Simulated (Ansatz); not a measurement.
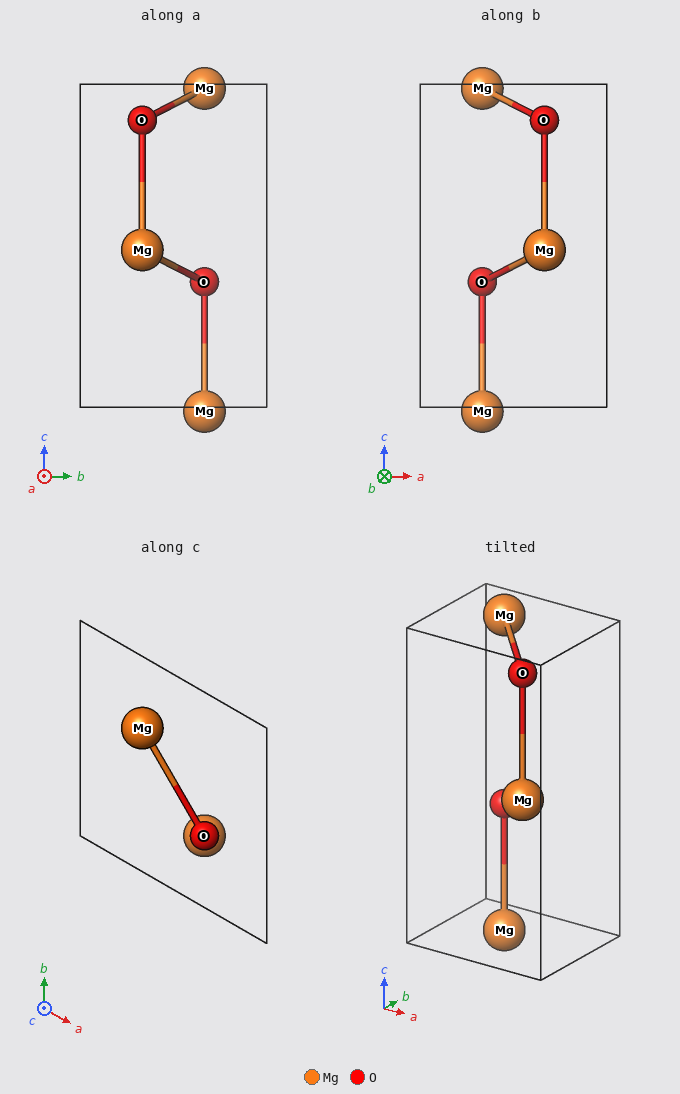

View along the a axis, along the b axis, along the c axis and slightly off an axis, drawn as a ball-and-stick model. The conventional unit cell is outlined; an atom on or near a face, edge or corner is repeated at each equivalent position.

Lattice parameters: a = 3.288 Å, b = 3.288 Å, c = 4.934 Å, α = 90.00°, β = 90.00°, γ = 120.00°. Put a along x and b in the xy plane.

**Convert the drawing into a POSCAR file, with free fractional coordinates to two decimals.**

```
Mg O
1.0
     3.288    0.000    0.000
    -1.644    2.848    0.000
     0.000    0.000    4.934
Mg O
2 2
Direct
  0.3333 0.6667 0.99
  0.6667 0.3333 0.49
  0.3333 0.6667 0.39
  0.6667 0.3333 0.89
```

The initial geometry was a structure type filled with these elements by a generator (whether the compound takes this form wasn't checked). The cell was then strained or its atoms displaced on purpose. A calculation with Ansatz used it as input.
